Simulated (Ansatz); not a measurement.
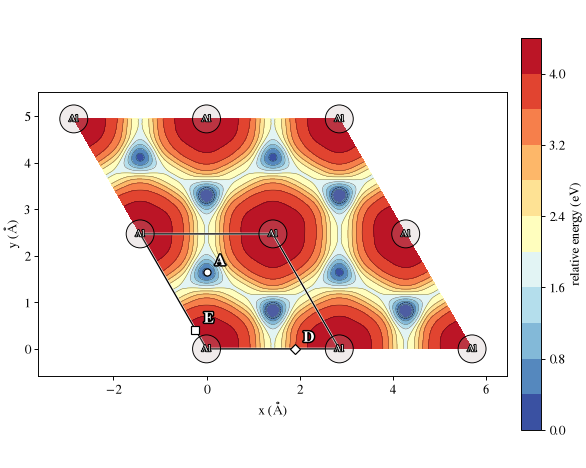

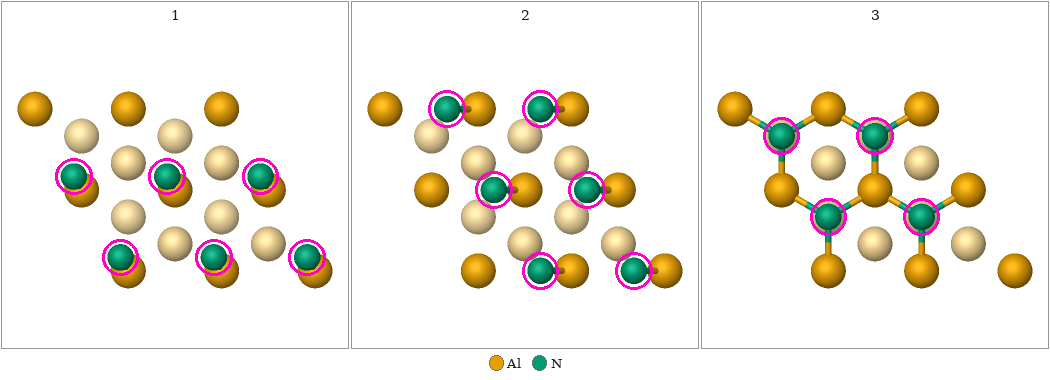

N on an Al(001) slab cut from the P6_3/mmc phase, its upper half relaxed before the scan (8 atoms of substrate and one adsorbate in a 1 × 1 cell). N is moved over the surface cell; relaxed at each place: the height of the adsorbate's atoms; substrate rigid; the origin of the map has the adsorbate above Al8. Places are given modulo a cell vector. The map is drawn in real space over the plane of the surface. The scan uses a 6 × 6 grid; 10 points were computed and 26 follow by symmetry. Energies are in eV, from the lowest grid point. With one adsorbate in each 1 × 1 cell, its nearest image is 2.9 Å away, so neighbouring adsorbates interact. The calculation used Ansatz 0.2.0, DFT PBE, scalar-relativistic, plane waves, PAW. Settings: cutoff 420 eV, k-mesh 9×9×1, gaussian smearing 0.1 eV, no spin polarisation.

In the figure: filled contours, labelled circles for the atoms of the top layer and small ones for the second layer, the outline of one cell of the 2 × 2 shown, lettered points. Between grid points the surface is interpolated. The numbered pictures are the structures at these points, in random order. Rings mark the moved atoms.

> Which structure belongs to which point?

A is structure 3: a threefold hollow, (2/6, 4/6) of the cell vectors, 0.25 eV; D is structure 2: (4/6, 0/6) of the cell vectors [nearest 1 Al at 1.75 Å], 3.57 eV; E is structure 1: (0/6, 1/6) of the cell vectors [nearest 1 Al at 1.82 Å], 4.21 eV.

PAW datasets: the set soft_1.
